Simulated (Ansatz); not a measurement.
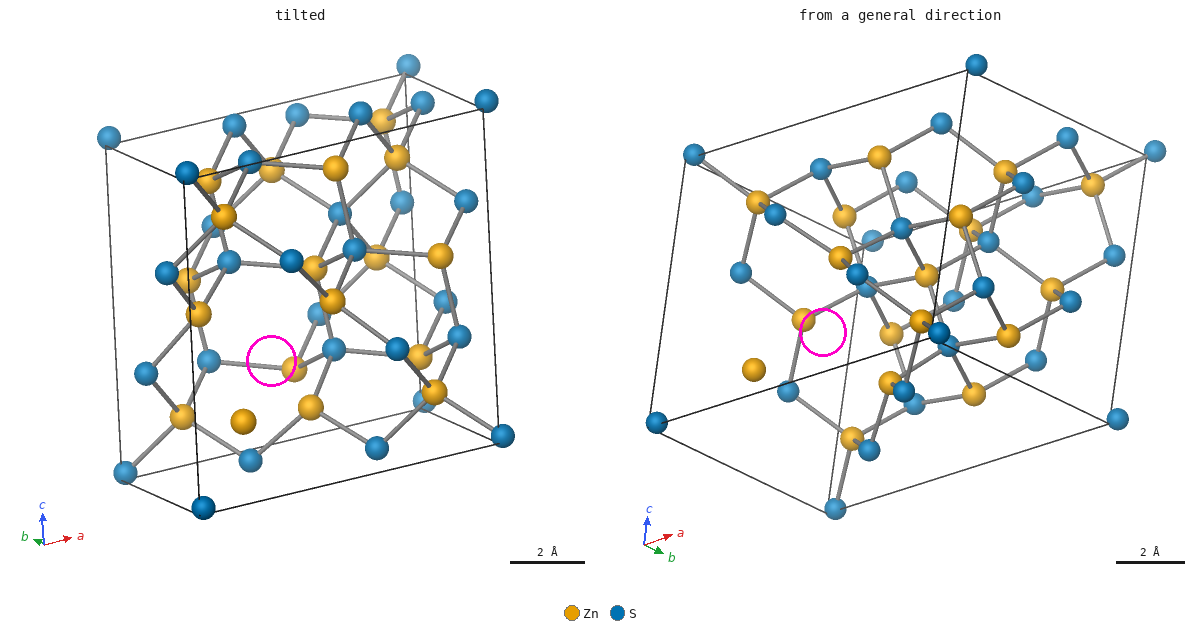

The figure gives a ball-and-stick picture of the atoms, viewed slightly off an axis and from a general direction. The supercell is drawn as a box. The host is ZnS, in a cell of 36 sites, and the cell carries a charge of +1. A ring marks the defect's site.

What imperfection does the supercell contain?

Answer. A sulfur vacancy. Around the empty site lie four Zn at about 2.5 to 2.6 Å.

Theory: Ansatz 0.2.0, DFT PBE, scalar-relativistic, plane waves, PAW. Numerical settings: 420 eV cutoff, the zone sampled with 2×2×2 points, Gaussian smearing of 0.01 eV, collinear spins.

Is there a net spin in the supercell?

Answer. Yes, 1.0 μB in the cell.

The atoms were relaxed in the host's cell with DFT PBE, scalar-relativistic, plane waves, PAW (Ansatz 0.2.0).
